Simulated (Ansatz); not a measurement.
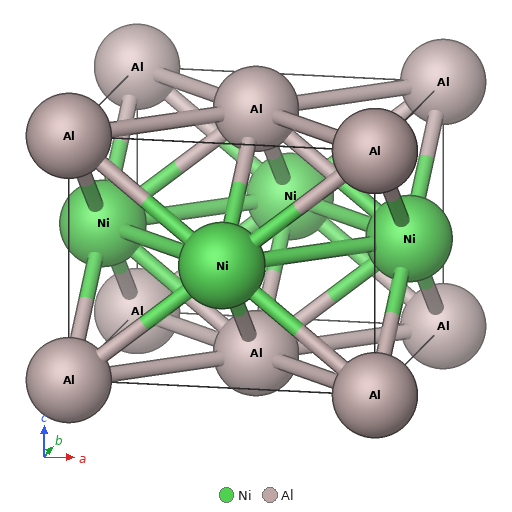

System: AlNi, space group Cmmm (No. 65). The picture shows the conventional cell.

Structure:
```
Ni Al
1.0
     1.93869   -1.95319    0.00000
     1.93869    1.95319    0.00000
     0.00000    0.00000    3.09943
Ni Al
1 1
Direct
  0.50000 0.50000 0.50000
  0.00000 0.00000 0.00000
```

Method: all-electron LAPW DFT, collinear spins; energies at scaled volumes of the given cell, shape and fractions fixed, counted from the fit's minimum, third-order Birch-Murnaghan fit (Ansatz 0.2.0). Level: LDA, collinear spin.

| setting | value |
| --- | --- |
| k mesh | 10×10×9 |
| occupations | Fermi–Dirac |
| smearing width | 0.05 eV |
| potentials | all electron LAPW, scalar relativistic |
| program settings | basis error eV/atom 0.001 |

Describe the result: the energy and pressure against volume. The volume takes the values 11.03, 11.27, 11.50, 11.74, 11.97, 12.21, 12.44 Å³/atom.

A third-order Birch–Murnaghan fit gives V0 = 11.40 Å³/atom, B0 = 185 GPa and B′ = 4.4. The energy is 7.18 meV/atom at volume 11.03 Å³/atom and 46.97 meV/atom at 12.44 Å³/atom; the lowest computed point is at volume 11.50 Å³/atom (0.53 meV/atom). The pressure falls from 6.47 GPa at volume 11.03 Å³/atom to −13.34 GPa at 12.44 Å³/atom, and changes sign near 11.40 Å³/atom.

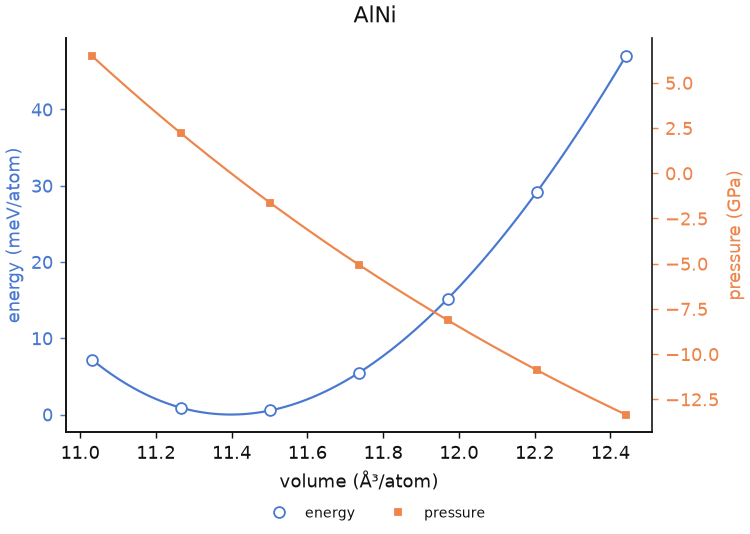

Limits of the calculation: the program warns: seeded moment not kept; shape and atomic fractions are frozen while scaling, which makes layered, chain and framework solids too stiff.
